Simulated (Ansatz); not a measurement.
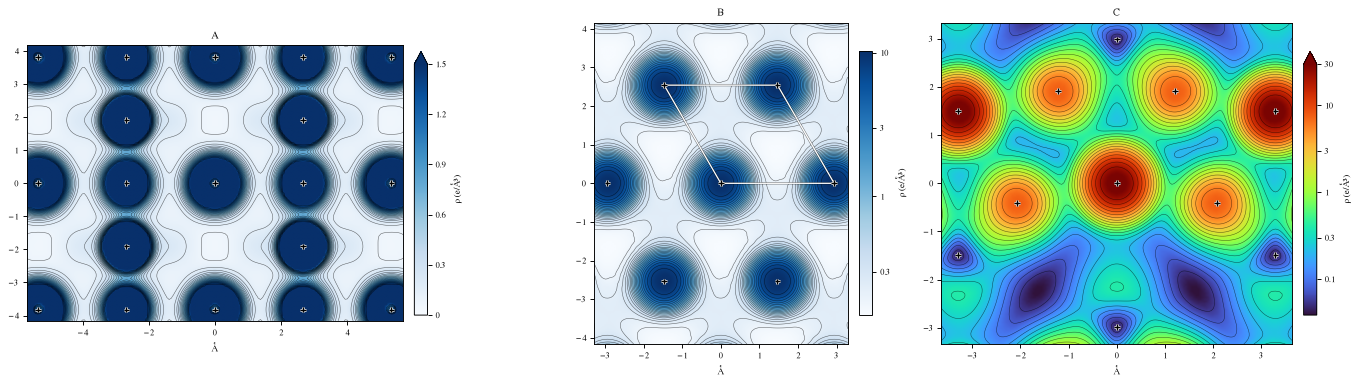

The valence electron density of 3 systems, each on a plane through atoms (crosses mark nuclei in the plane).

Level of theory: DFT r2SCAN, scalar-relativistic, plane waves, PAW (Ansatz).

System 1: HfSiO₄, the (010) plane of the conventional cell. Space group I4₁/amd.

System 2: SrTiO₃, the (010) plane of the conventional cell. Space group I4/mcm; a generated structure, not necessarily the stable one; computed pressure about 20 GPa in this cell; computed without spin polarisation.

System 3: Ti, the (001) plane of the conventional cell. Space group P6₃/mmc; computed without spin polarisation.

```yaml
crystal:
  lattice:
    - [2.93569, 0.00000, 0.00000]
    - [-1.46784, 2.54238, 0.00000]
    - [0.00000, 0.00000, 4.63545]
  atoms:
    - { symbol: Ti, position: [0.33333, 0.66667, 0.25000] }
    - { symbol: Ti, position: [0.66667, 0.33333, 0.75000] }
```

Match each panel to its system.

Answer. Panel A is system 2, SrTiO₃: the plane holds Sr, Ti and O. Ti–O (1.91 Å): ρ at the midpoint is about 0.78 e/Å³. Panel B is system 3, Ti: the plane holds Ti. Ti–Ti (2.94 Å): the density is about 0.19 e/Å³ at the midpoint. Panel C is system 1, HfSiO₄: the plane holds Hf, Si and O. Si–O (1.62 Å): ρ at the midpoint is about 1.3 e/Å³.
